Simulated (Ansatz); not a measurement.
**WSe₂: geometry relaxation (part 1 of 2)**

System: WSe₂ (P-3m1, 6 atoms in the cell).
Method: DFT LDA, scalar-relativistic, plane waves, PAW, PAW set soft_1, no spin polarisation (Ansatz 0.2.0).

The structure derives from a Materials Project entry.

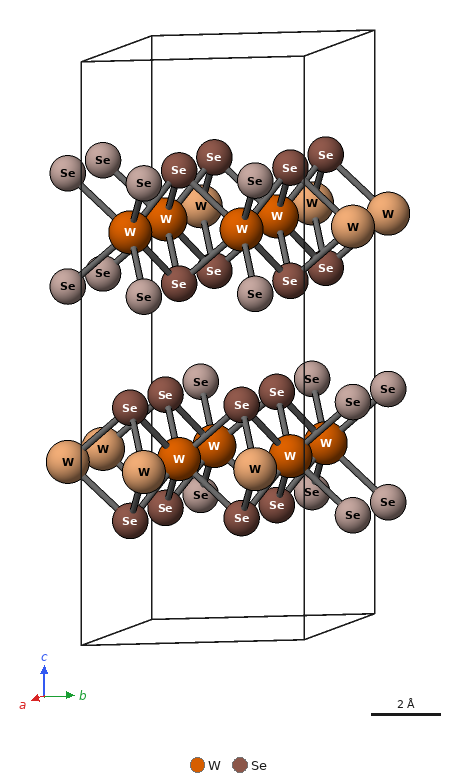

The input geometry (ball-and-stick view of the 2 × 2 repeat of the cell, with the vacuum cut short, seen slightly off an axis; neighbours outside the cell are drawn fainter).

Results in brief

| quantity | value |
| --- | --- |
| outcome | converged |
| space group (tolerance 0.01 Å) | P-3m1 (164) |
| electrons treated | 92 |
| free energy | −41797.9560 eV |
| Fermi energy | 5.213 eV |
| gap on the k-point mesh | 1.39 eV |
| pressure | 0.00 GPa |
| final volume | 215.95 Å³ |
| largest force (length of the vector) at the end | 0.001 eV/Å |
| final cell | a = 3.249 Å, b = 3.249 Å, c = 23.628 Å, α = 90.00°, β = 90.00°, γ = 120.00° |
| hardware | 2 threads of Arm Neoverse N1, 98 GiB of memory available, shared host |
| wall time | 2 min (CPU time 4 min) |
| peak memory | 0.6 GiB |

Notes

The program warns: the PAW datasets were made with another functional. Spin–orbit coupling is left out, which matters for W.

The input
```yaml
crystal:
  lattice:
    - [3.317853269, 0.0, 0.0]
    - [-1.6589266345, 2.873345217, 0.0]
    - [0.0, 0.0, 24.06851927]
  atoms:
    - { symbol: W, position: [0.66666667, 0.33333333, 0.14153752] }
    - { symbol: W, position: [0.33333333, 0.66666667, 0.85846248] }
    - { symbol: Se, position: [0.33333333, 0.66666667, 0.21059449] }
    - { symbol: Se, position: [0.66666667, 0.33333333, 0.9275621] }
    - { symbol: Se, position: [0.33333333, 0.66666667, 0.0724379] }
    - { symbol: Se, position: [0.66666667, 0.33333333, 0.78940551] }
basis:
  ecutwfc: 420
kpoints:
  mp_grid: { grid: [9, 9, 2] }
hamiltonian:
  xc: lda
  pseudopotentials: { kind: paw, azcp: { folder: soft_1 } }
scf:
  occupations: { method: gaussian, width: 0.02 }
output:
  forces: true
  stress: true
  eigenvalues: true
relax:
  adjacent_minimum: "off"
  f_tol: 0.005
  max_steps: 80
  cell: { stress_tol: 0.05 }
```

Run as:
```bash
ansatz run input.yaml --threads 2 --pin off --max-ram 4096MiB --backend cpu --events-out ev --progress --plain --runs-dir out
```

What the program printed
```
Warning: [file] the record states the generating functional pbe (its physics header spells it `PBE`), which answers neither for hamiltonian.xc's functional nor for the lda family's — results may be inconsistent (PPs are generated against a specific XC)
Warning: [file] the record states the generating functional pbe (its physics header spells it `PBE`), which answers neither for hamiltonian.xc's functional nor for the lda family's — results may be inconsistent (PPs are generated against a specific XC)
Engine: ansatz 0.2.0, aarch64-unknown-linux-gnu
Pseudopotentials: kind: paw
Pseudopotential: W, paw, valence charge 14, recommended cutoff 420 eV (normal), [file]
Pseudopotential: Se, paw, valence charge 16, recommended cutoff 420 eV (normal), [file]
Functional definition: SPW92
  exchange = slater_x
  correlation = pw_c
Crystal: 6 atoms, lattice volume = 229.453 Å³
Basis set: ecut = 420 eV, 4557 PW (Γ)
Bands: 56, of which v1, the nominal top of the filled ones, is band 46 counted from 1 (45 counted from 0)
Symmetry: 12 space group operations
Space group: P-3m1 (ITA 164), of the structure as read, at distance tolerance 6.1e-5 Å
k-points: 24 of 162
Non-local potential: W, projectors of the file, l = 0: 3, l = 1: 2, l = 2: 2, l = 3: 1
Non-local potential: Se, projectors of the file, l = 0: 2, l = 1: 2, l = 2: 3, l = 3: 1
PAW form: soft (Blöchl's): semilocal exchange-correlation on the pseudo side does not see the compensation charge
PAW frozen core: W, regenerated for the run's functional, and the local potential with it (the file was generated under x = pbe(κ = 0.804, μ = 0.2195149727645171), c = pbe(β = 0.06672455060314922))
PAW frozen core: Se, regenerated for the run's functional, and the local potential with it (the file was generated under x = pbe(κ = 0.804, μ = 0.2195149727645171), c = pbe(β = 0.06672455060314922))
PAW one-centre angular grid: W, 590 points (default); XC on 64 Gauss nodes
PAW one-centre angular grid: Se, 590 points (default); XC on 64 Gauss nodes
Initial density: superposition of atomic densities (neutral atoms: chi_scale 0, normalization atom)
Initial wavefunctions: pseudopotential atomic-orbital guess
Functional: x = slater, c = lda
iter 1 solved again at ethr=2.28e-3 eV; its pass at ethr=3.10e-3 eV (dr2=2.10e0 eV) is discarded
SCF iter   1: F=—  HF=-41798.536259 eV  |F-HF|=—  |Δ(HF+E_count)|=         —  Δρ=2.46e-2  dr2=2.13e0  ethr=2.28e-3  ⟨swp⟩=1.0  Hψ=6912  notcnv=0
preconditioner: auto → Resta (q_TF=auto, 2.343 Å⁻¹)  ε∞=3.7  [insulator: Δε(μ)=1.287 eV  Ē_g=8.986 eV  σ=0.020 eV  W_gap=1.00  n_scr=58 (ndim 8)  ℏωp=14.7 eV  f_vac=0.448  D(μ)=0.00/eV (n_scr^D=0)  ε∞_Penn≈3.7  vacuum switching on, ρ_ref=5.9e-3 e/Å³]
SCF iter   2: F=—  HF=-41797.990618 eV  |F-HF|=—  |Δ(HF+E_count)|=   5.46e-1  Δρ=1.28e-2  dr2=4.68e-1  ethr=2.28e-3  ⟨swp⟩=2.9  Hψ=2067  notcnv=0  defer=4
SCF iter   3: F=—  HF=-41797.834482 eV  |F-HF|=—  |Δ(HF+E_count)|=   1.56e-1  Δρ=1.89e-3  dr2=2.35e-2  ethr=5.09e-4  ⟨swp⟩=3.2  Hψ=2217  notcnv=0  defer=14
SCF iter   4: F=—  HF=-41797.832577 eV  |F-HF|=—  |Δ(HF+E_count)|=   1.90e-3  Δρ=1.38e-3  dr2=2.10e-2  ethr=2.56e-5  ⟨swp⟩=4.2  Hψ=2866  notcnv=0  defer=32
SCF iter   5: F=—  HF=-41797.830693 eV  |F-HF|=—  |Δ(HF+E_count)|=   1.88e-3  Δρ=4.83e-4  dr2=8.39e-4  ethr=2.28e-5  ⟨swp⟩=2.4  Hψ=1657  notcnv=0  defer=56
SCF iter   6: F=—  HF=-41797.830691 eV  |F-HF|=—  |Δ(HF+E_count)|=   2.25e-6  Δρ=2.12e-4  dr2=3.62e-4  ethr=9.12e-7  ⟨swp⟩=2.5  Hψ=2298  notcnv=0  defer=57
SCF iter   7: F=—  HF=-41797.830713 eV  |F-HF|=—  |Δ(HF+E_count)|=   2.23e-5  Δρ=1.20e-4  dr2=1.04e-4  ethr=3.93e-7  ⟨swp⟩=2.6  Hψ=2069  notcnv=0  defer=57
SCF iter   8: F=—  HF=-41797.830710 eV  |F-HF|=—  |Δ(HF+E_count)|=   3.55e-6  Δρ=3.95e-5  dr2=8.40e-6  ethr=1.13e-7  ⟨swp⟩=2.6  Hψ=2045  notcnv=0  defer=57
SCF iter   9: F=—  HF=-41797.830736 eV  |F-HF|=—  |Δ(HF+E_count)|=   2.61e-5  Δρ=8.47e-6  dr2=6.36e-7  ethr=9.13e-9  ⟨swp⟩=2.9  Hψ=2424  notcnv=0  defer=57
iter 10 did not close the SCF: its close was put off until two iterations running show no level that it waits for move by more than its bar (scf_convergence_deferred on its scf_iter line)
SCF iter  10: F=-41797.830736 eV  HF=-41797.830736 eV  |F-HF|=1.14e-8  |Δ(HF+E_count)|=   2.11e-7  Δρ=2.41e-6  dr2=2.48e-8  ethr=1.09e-10  ⟨swp⟩=11.3  Hψ=6292  notcnv=0
iter 11 did not close the SCF: its close was put off until two iterations running show no level that it waits for move by more than its bar (scf_convergence_deferred on its scf_iter line)
SCF iter  11: F=-41797.830736 eV  HF=-41797.830736 eV  |F-HF|=3.62e-9  |Δ(HF+E_count)|=   1.74e-8  Δρ=1.10e-6  dr2=4.61e-9  ethr=2.70e-11  ⟨swp⟩=2.5  Hψ=4925  notcnv=0
SCF iter  12: F=-41797.830736 eV  HF=-41797.830736 eV  |F-HF|=4.58e-10  |Δ(HF+E_count)|=   5.28e-9  Δρ=3.34e-7  dr2=3.67e-10  ethr=5.01e-12  ⟨swp⟩=2.4  Hψ=4454  notcnv=0
SCF 1 converged in 12 iterations: F = -41797.830736 eV  dr2 = 3.67e-10
  greatest PAW one-centre occupation: 1.000 electrons in one spin orbital (limit 2), on the Se atom at site 5 (counted from 0), in its partial waves of l = 2
relax step   1: F+E_penalty+E_count = -41797.83073610 eV  Δ(F+E_penalty+E_count) = +0.000e0 eV  max|allowed force component| = 4.218e-1 eV/Å  Δτ_max = 0.0000 Å  P = -2.929 GPa  Ω = 229.453 Å³  (12 SCF iters, dr2 threshold 1.00e-7 eV, accepted)
Crystal: 6 atoms, lattice volume = 205.591 Å³
Basis set: ecut = 420 eV, 3943 PW (Γ)
Initial density: handed on by an earlier stage of this run
Initial wavefunctions: those handed on with the density
iter 1 solved again at ethr=4.32e-4 eV; its pass at ethr=3.10e-3 eV (dr2=3.97e-1 eV) is discarded
SCF iter   1: F=—  HF=-41797.879463 eV  |F-HF|=—  |Δ(HF+E_count)|=         —  Δρ=8.62e-3  dr2=4.01e-1  ethr=4.32e-4  ⟨swp⟩=2.2  Hψ=7471  notcnv=0
preconditioner: auto → Resta (q_TF=auto, 2.386 Å⁻¹)  ε∞=3.8  [insulator: Δε(μ)=1.455 eV  Ē_g=9.275 eV  σ=0.020 eV  W_gap=1.00  n_scr=48 (ndim 8)  ℏωp=15.5 eV  f_vac=0.453  D(μ)=0.00/eV (n_scr^D=0)  ε∞_Penn≈3.8  vacuum switching on, ρ_ref=6.2e-3 e/Å³]
SCF iter   2: F=—  HF=-41797.826253 eV  |F-HF|=—  |Δ(HF+E_count)|=   5.32e-2  Δρ=5.02e-3  dr2=8.63e-2  ethr=4.32e-4  ⟨swp⟩=3.1  Hψ=2136  notcnv=0  defer=2
SCF iter   3: F=—  HF=-41797.814183 eV  |F-HF|=—  |Δ(HF+E_count)|=   1.21e-2  Δρ=2.71e-3  dr2=1.99e-2  ethr=9.38e-5  ⟨swp⟩=3.0  Hψ=2006  notcnv=0  defer=16
SCF iter   4: F=—  HF=-41797.812254 eV  |F-HF|=—  |Δ(HF+E_count)|=   1.93e-3  Δρ=1.18e-3  dr2=1.14e-2  ethr=2.16e-5  ⟨swp⟩=2.6  Hψ=2013  notcnv=0  defer=33
SCF iter   5: F=—  HF=-41797.810847 eV  |F-HF|=—  |Δ(HF+E_count)|=   1.41e-3  Δρ=4.10e-4  dr2=2.96e-4  ethr=1.24e-5  ⟨swp⟩=2.0  Hψ=1712  notcnv=0  defer=33
SCF iter   6: F=—  HF=-41797.810840 eV  |F-HF|=—  |Δ(HF+E_count)|=   6.37e-6  Δρ=1.07e-4  dr2=3.71e-5  ethr=3.22e-7  ⟨swp⟩=2.4  Hψ=2248  notcnv=0  defer=33
SCF iter   7: F=—  HF=-41797.810839 eV  |F-HF|=—  |Δ(HF+E_count)|=   1.28e-6  Δρ=3.12e-5  dr2=2.94e-6  ethr=4.03e-8  ⟨swp⟩=2.0  Hψ=2193  notcnv=0  defer=33
iter 8 did not close the SCF: its close was put off until two iterations running show no level that it waits for move by more than its bar (scf_convergence_deferred on its scf_iter line)
SCF iter   8: F=-41797.810840 eV  HF=-41797.810840 eV  |F-HF|=3.60e-8  |Δ(HF+E_count)|=   8.70e-7  Δρ=9.17e-6  dr2=2.39e-7  ethr=6.52e-10  ⟨swp⟩=10.8  Hψ=6681  notcnv=0
iter 9 did not close the SCF: its close was put off until two iterations running show no level that it waits for move by more than its bar (scf_convergence_deferred on its scf_iter line)
SCF iter   9: F=-41797.810840 eV  HF=-41797.810840 eV  |F-HF|=1.30e-8  |Δ(HF+E_count)|=   4.45e-8  Δρ=3.35e-6  dr2=3.51e-8  ethr=2.59e-10  ⟨swp⟩=3.5  Hψ=5055  notcnv=0
SCF iter  10: F=-41797.810840 eV  HF=-41797.810840 eV  |F-HF|=1.06e-9  |Δ(HF+E_count)|=   1.85e-8  Δρ=1.08e-6  dr2=7.60e-9  ethr=3.82e-11  ⟨swp⟩=2.4  Hψ=4769  notcnv=0
SCF 2 converged in 10 iterations: F = -41797.810840 eV  dr2 = 7.60e-9
  greatest PAW one-centre occupation: 1.000 electrons in one spin orbital (limit 2), on the Se atom at site 4 (counted from 0), in its partial waves of l = 2
relax step   2: F+E_penalty+E_count = -41797.81084012 eV  Δ(F+E_penalty+E_count) = +1.990e-2 eV  max|allowed force component| = 1.812e-1 eV/Å  Δτ_max = 0.1526 Å  P = +3.235 GPa  Ω = 205.591 Å³  energy of the carried Pulay correction = +3.061e-3 eV  (10 SCF iters, dr2 threshold 6.00e-7 eV, rejected (line search))
Crystal: 6 atoms, lattice volume = 218.766 Å³
Basis set: ecut = 420 eV, 4363 PW (Γ)
iter 1 solved again at ethr=1.27e-4 eV; its pass at ethr=3.10e-3 eV (dr2=1.17e-1 eV) is discarded
SCF iter   1: F=—  HF=-41797.968082 eV  |F-HF|=—  |Δ(HF+E_count)|=         —  Δρ=3.81e-3  dr2=1.22e-1  ethr=1.27e-4  ⟨swp⟩=2.6  Hψ=6638  notcnv=0
preconditioner: auto → Resta (q_TF=auto, 2.362 Å⁻¹)  ε∞=3.8  [insulator: Δε(μ)=1.452 eV  Ē_g=8.981 eV  σ=0.020 eV  W_gap=1.00  n_scr=46 (ndim 8)  ℏωp=15.1 eV  f_vac=0.458  D(μ)=0.00/eV (n_scr^D=0)  ε∞_Penn≈3.8  vacuum switching on, ρ_ref=5.8e-3 e/Å³]
SCF iter   2: F=—  HF=-41797.951860 eV  |F-HF|=—  |Δ(HF+E_count)|=   1.62e-2  Δρ=2.46e-3  dr2=2.09e-2  ethr=1.27e-4  ⟨swp⟩=3.1  Hψ=2031  notcnv=0
SCF iter   3: F=—  HF=-41797.948552 eV  |F-HF|=—  |Δ(HF+E_count)|=   3.31e-3  Δρ=1.12e-3  dr2=4.46e-3  ethr=2.27e-5  ⟨swp⟩=2.3  Hψ=1995  notcnv=0
SCF iter   4: F=—  HF=-41797.947964 eV  |F-HF|=—  |Δ(HF+E_count)|=   5.88e-4  Δρ=4.39e-4  dr2=1.54e-3  ethr=4.85e-6  ⟨swp⟩=2.0  Hψ=1867  notcnv=0
SCF iter   5: F=—  HF=-41797.947754 eV  |F-HF|=—  |Δ(HF+E_count)|=   2.10e-4  Δρ=1.87e-4  dr2=1.10e-4  ethr=1.67e-6  ⟨swp⟩=2.1  Hψ=1789  notcnv=0
SCF iter   6: F=—  HF=-41797.947743 eV  |F-HF|=—  |Δ(HF+E_count)|=   1.09e-5  Δρ=5.18e-5  dr2=1.17e-5  ethr=1.20e-7  ⟨swp⟩=2.2  Hψ=1750  notcnv=0
SCF iter   7: F=—  HF=-41797.947739 eV  |F-HF|=—  |Δ(HF+E_count)|=   4.46e-6  Δρ=2.02e-5  dr2=1.39e-6  ethr=1.27e-8  ⟨swp⟩=2.0  Hψ=2250  notcnv=0
SCF iter   8: F=—  HF=-41797.947761 eV  |F-HF|=—  |Δ(HF+E_count)|=   2.24e-5  Δρ=4.52e-6  dr2=8.81e-8  ethr=1.51e-9  ⟨swp⟩=2.0  Hψ=2297  notcnv=0
SCF iter   9: F=—  HF=-41797.947761 eV  |F-HF|=—  |Δ(HF+E_count)|=   2.24e-8  Δρ=1.60e-6  dr2=1.16e-8  ethr=9.57e-11  ⟨swp⟩=2.0  Hψ=2400  notcnv=0
SCF iter  10: F=—  HF=-41797.947761 eV  |F-HF|=—  |Δ(HF+E_count)|=   6.87e-9  Δρ=7.75e-7  dr2=2.75e-9  ethr=1.26e-11  ⟨swp⟩=2.0  Hψ=2362  notcnv=0
SCF iter  11: F=—  HF=-41797.947761 eV  |F-HF|=—  |Δ(HF+E_count)|=   1.80e-9  Δρ=3.16e-7  dr2=6.44e-10  ethr=2.99e-12  ⟨swp⟩=2.0  Hψ=2304  notcnv=0
SCF iter  12: F=—  HF=-41797.947761 eV  |F-HF|=—  |Δ(HF+E_count)|=  5.82e-11  Δρ=2.19e-7  dr2=4.68e-10  ethr=1.00e-12  ⟨swp⟩=2.5  Hψ=2056  notcnv=0
SCF iter  13: F=-41797.947761 eV  HF=-41797.947761 eV  |F-HF|=4.37e-11  |Δ(HF+E_count)|=  5.82e-11  Δρ=6.73e-8  dr2=2.65e-11  ethr=1.00e-12  ⟨swp⟩=5.1  Hψ=5962  notcnv=0
SCF 3 converged in 13 iterations: F = -41797.947761 eV  dr2 = 2.65e-11
relax step   3: F+E_penalty+E_count = -41797.94776098 eV  Δ(F+E_penalty+E_count) = -1.170e-1 eV  max|allowed force component| = 7.853e-2 eV/Å  Δτ_max = 0.0918 Å  P = -0.515 GPa  Ω = 218.766 Å³  energy of the carried Pulay correction = +1.331e-3 eV  (13 SCF iters, accepted)
Crystal: 6 atoms, lattice volume = 215.248 Å³
Basis set: ecut = 420 eV, 4279 PW (Γ)
iter 1 solved again at ethr=7.37e-5 eV; its pass at ethr=3.10e-3 eV (dr2=6.78e-2 eV) is discarded
SCF iter   1: F=—  HF=-41797.970069 eV  |F-HF|=—  |Δ(HF+E_count)|=         —  Δρ=5.63e-3  dr2=6.74e-2  ethr=7.37e-5  ⟨swp⟩=2.9  Hψ=6226  notcnv=0
preconditioner: auto → Resta (q_TF=auto, 2.368 Å⁻¹)  ε∞=3.8  [insulator: Δε(μ)=1.390 eV  Ē_g=9.047 eV  σ=0.020 eV  W_gap=1.00  n_scr=46 (ndim 8)  ℏωp=15.2 eV  f_vac=0.459  D(μ)=0.00/eV (n_scr^D=0)  ε∞_Penn≈3.8  vacuum switching on, ρ_ref=5.9e-3 e/Å³]
SCF iter   2: F=—  HF=-41797.961032 eV  |F-HF|=—  |Δ(HF+E_count)|=   9.04e-3  Δρ=2.69e-3  dr2=2.54e-2  ethr=7.33e-5  ⟨swp⟩=3.2  Hψ=1905  notcnv=0
SCF iter   3: F=—  HF=-41797.958577 eV  |F-HF|=—  |Δ(HF+E_count)|=   2.46e-3  Δρ=1.71e-3  dr2=1.02e-2  ethr=2.76e-5  ⟨swp⟩=3.1  Hψ=1955  notcnv=0
SCF iter   4: F=—  HF=-41797.957518 eV  |F-HF|=—  |Δ(HF+E_count)|=   1.06e-3  Δρ=3.48e-4  dr2=1.82e-4  ethr=1.10e-5  ⟨swp⟩=2.1  Hψ=1914  notcnv=0
SCF iter   5: F=—  HF=-41797.957536 eV  |F-HF|=—  |Δ(HF+E_count)|=   1.81e-5  Δρ=1.58e-4  dr2=1.58e-4  ethr=1.98e-7  ⟨swp⟩=2.9  Hψ=2413  notcnv=0
SCF iter   6: F=—  HF=-41797.957509 eV  |F-HF|=—  |Δ(HF+E_count)|=   2.76e-5  Δρ=3.46e-5  dr2=5.69e-6  ethr=1.71e-7  ⟨swp⟩=2.0  Hψ=1562  notcnv=0
SCF iter   7: F=—  HF=-41797.957508 eV  |F-HF|=—  |Δ(HF+E_count)|=   6.66e-7  Δρ=1.93e-5  dr2=1.20e-6  ethr=6.19e-9  ⟨swp⟩=2.0  Hψ=2304  notcnv=0
SCF iter   8: F=-41797.957509 eV  HF=-41797.957509 eV  |F-HF|=3.34e-8  |Δ(HF+E_count)|=   3.96e-7  Δρ=6.00e-6  dr2=1.99e-7  ethr=6.52e-10  ⟨swp⟩=7.2  Hψ=5697  notcnv=0
SCF 4 converged in 8 iterations: F = -41797.957509 eV  dr2 = 1.99e-7
relax step   4: F+E_penalty+E_count = -41797.95750861 eV  Δ(F+E_penalty+E_count) = -9.748e-3 eV  max|allowed force component| = 5.444e-3 eV/Å  Δτ_max = 0.0973 Å  P = +0.093 GPa  Ω = 215.248 Å³  energy of the carried Pulay correction = +1.783e-3 eV  (8 SCF iters, dr2 threshold 6.00e-7 eV, accepted)
Crystal: 6 atoms, lattice volume = 216.003 Å³
iter 1 solved again at ethr=3.71e-7 eV; its pass at ethr=3.10e-3 eV (dr2=3.41e-4 eV) is discarded
SCF iter   1: F=—  HF=-41797.957653 eV  |F-HF|=—  |Δ(HF+E_count)|=         —  Δρ=3.87e-4  dr2=3.33e-4  ethr=3.71e-7  ⟨swp⟩=3.0  Hψ=6169  notcnv=0
preconditioner: auto → Resta (q_TF=auto, 2.367 Å⁻¹)  ε∞=3.8  [insulator: Δε(μ)=1.389 eV  Ē_g=9.032 eV  σ=0.020 eV  W_gap=1.00  n_scr=46 (ndim 8)  ℏωp=15.2 eV  f_vac=0.459  D(μ)=0.00/eV (n_scr^D=0)  ε∞_Penn≈3.8  vacuum switching on, ρ_ref=5.9e-3 e/Å³]
SCF iter   2: F=—  HF=-41797.957601 eV  |F-HF|=—  |Δ(HF+E_count)|=   5.17e-5  Δρ=1.93e-4  dr2=1.05e-4  ethr=3.62e-7  ⟨swp⟩=1.9  Hψ=1473  notcnv=0
SCF iter   3: F=—  HF=-41797.957585 eV  |F-HF|=—  |Δ(HF+E_count)|=   1.64e-5  Δρ=1.07e-4  dr2=5.42e-5  ethr=1.14e-7  ⟨swp⟩=2.1  Hψ=1614  notcnv=0
SCF iter   4: F=—  HF=-41797.957588 eV  |F-HF|=—  |Δ(HF+E_count)|=   3.28e-6  Δρ=2.76e-5  dr2=1.44e-6  ethr=5.89e-8  ⟨swp⟩=2.0  Hψ=1444  notcnv=0
SCF iter   5: F=—  HF=-41797.957605 eV  |F-HF|=—  |Δ(HF+E_count)|=   1.63e-5  Δρ=1.70e-5  dr2=1.86e-6  ethr=1.56e-9  ⟨swp⟩=2.9  Hψ=2402  notcnv=0
SCF iter   6: F=—  HF=-41797.957604 eV  |F-HF|=—  |Δ(HF+E_count)|=   2.59e-7  Δρ=2.94e-6  dr2=5.25e-8  ethr=1.56e-9  ⟨swp⟩=2.0  Hψ=1607  notcnv=0
SCF iter   7: F=-41797.957604 eV  HF=-41797.957604 eV  |F-HF|=2.18e-10  |Δ(HF+E_count)|=   5.72e-9  Δρ=8.56e-7  dr2=2.92e-9  ethr=4.13e-11  ⟨swp⟩=5.8  Hψ=5239  notcnv=0
SCF 5 converged in 7 iterations: F = -41797.957604 eV  dr2 = 2.92e-9
relax step   5: F+E_penalty+E_count = -41797.95760430 eV  Δ(F+E_penalty+E_count) = -9.568e-5 eV  max|allowed force component| = 1.777e-2 eV/Å  Δτ_max = 0.0093 Å  P = +0.039 GPa  Ω = 216.003 Å³  energy of the carried Pulay correction = +1.685e-3 eV  (7 SCF iters, dr2 threshold 3.80e-8 eV, accepted)
Crystal: 6 atoms, lattice volume = 215.952 Å³
iter 1 solved again at ethr=1.71e-8 eV; its pass at ethr=3.10e-3 eV (dr2=1.57e-5 eV) is discarded
```
